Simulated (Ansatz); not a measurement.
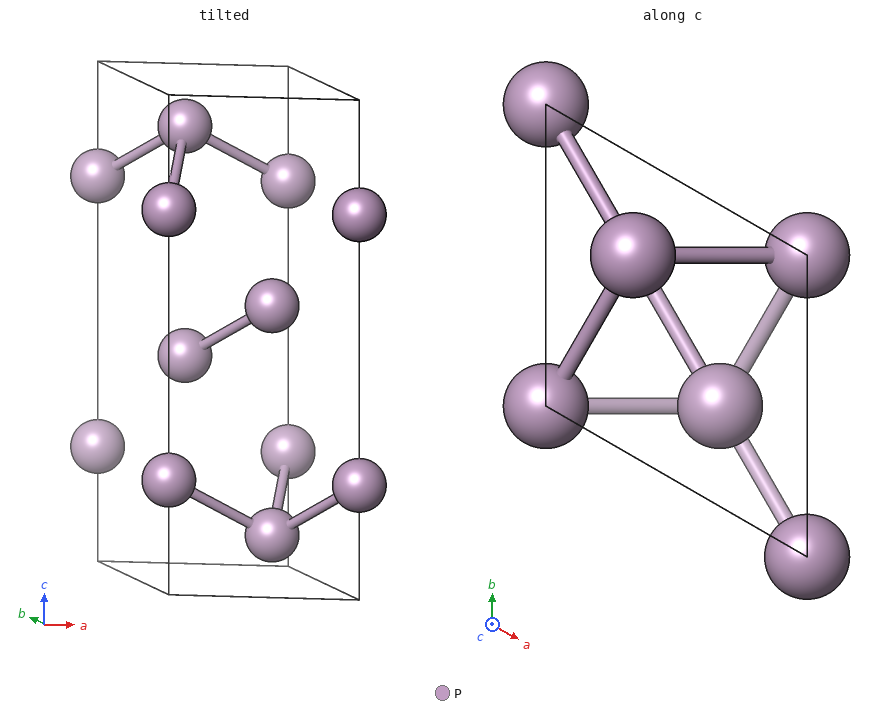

Ball-and-stick representation of a periodic structure, projected slightly off an axis and along the c axis. The wireframe shows the conventional unit cell. Cell: a = 3.48 Å, b = 3.48 Å, c = 9.20 Å, α = 90.00°, β = 90.00°, γ = 120.00°.

The structure comes from a random cell made by a generator, so it need not be a real form of the element. Earlier steps of the study may have refined or changed the cell and positions. It went into a calculation with Ansatz.

### Caption:

The element is phosphorus. Its lattice is rhombohedral (trigonal R), its space group R-3m (No. 166). Among the common structure types it is α-arsenic (A7) type. The cell holds six atoms. The neighbours of P are three P in a trigonal pyramidal arrangement at about 2.3 Å. The bonds build P layers parallel to (001).

Computational set-up: DFT r2SCAN, scalar-relativistic, plane waves, PAW (Ansatz), a plane-wave cutoff of 500 eV, k-points about 0.10 Å⁻¹ apart, Gaussian smearing of 0.1 eV, no spin polarisation.

### What is the electronic character?

A metal: bands cross the Fermi level.

### Has the structure come to rest?

No. The largest force is 0.20 eV/Å, on P. The pressure is -1.3 GPa, so the cell would contract.

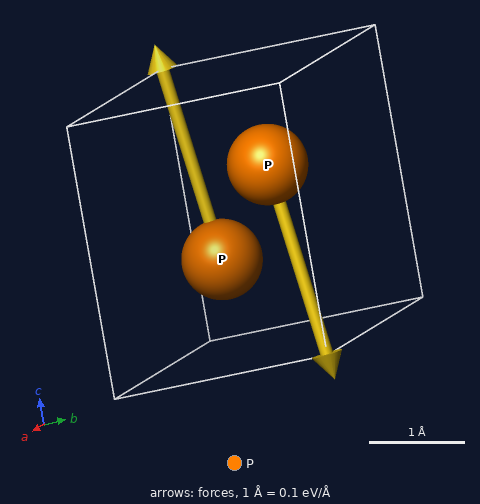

The forces as arrows. The run's cell of 2 atoms is drawn in a reduced setting, so axes and origin can differ from the first picture.
